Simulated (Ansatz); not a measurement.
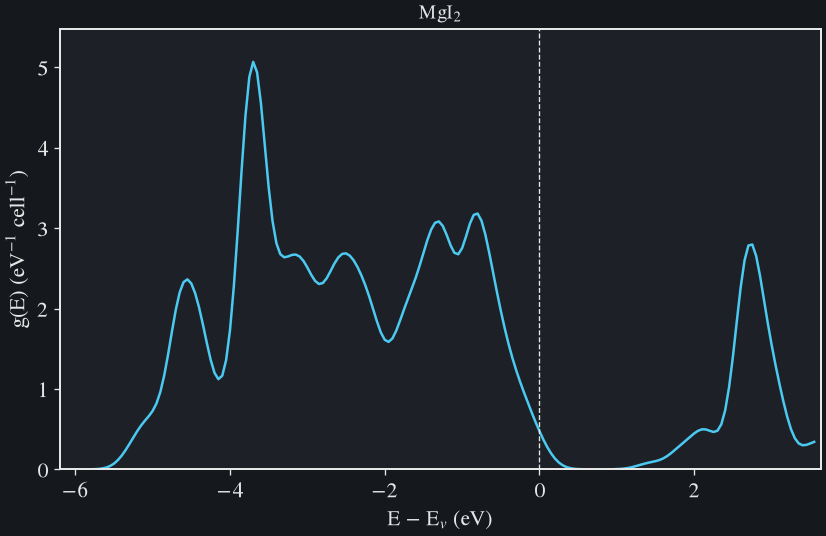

Density of states. Energies are counted from the top of the valence band. The curve is built from the levels of the k mesh with Gaussians 0.4 eV wide, which also blur the band edges.

System: MgI$_{2}$, space group Immm, 3 atoms in the cell, fluorite type, shear (xy) strain −2.5%.

```cif
data_structure
_symmetry_space_group_name_H-M 'Immm'
_symmetry_Int_Tables_number 71
_cell_length_a 5.2450
_cell_length_b 5.3778
_cell_length_c 7.5114
_cell_angle_alpha 90.000
_cell_angle_beta 90.000
_cell_angle_gamma 90.000
_cell_volume 211.87
loop_
_atom_site_label
_atom_site_type_symbol
_atom_site_symmetry_multiplicity
_atom_site_Wyckoff_symbol
_atom_site_fract_x
_atom_site_fract_y
_atom_site_fract_z
_atom_site_occupancy
Mg1 Mg 2 a 0.00000 0.00000 0.00000 1
I1 I 4 j 0.50000 0.00000 0.24896 1
```

Computed with Ansatz 0.2.0: DFT, HSE06, plane waves, PAW, no spin polarisation, 4×4×4 k mesh.

> Metal or insulator, going by the density of states?

There is a gap; over the k points computed it is 1.44 eV (indirect; the smallest direct gap is 1.83 eV).

> Where is the tallest peak of the filled states in the window?

Within the window shown, the tallest peak of the filled states lies 3.7 eV under the valence-band top, at about 5.1 states per eV and cell.

> How wide is the upper valence band?

The upper group of valence states starts about 5.2 eV under the valence-band top, with a gap beneath it; it holds about 12 electrons a cell.

Spin-orbit coupling is left out, which matters for I.
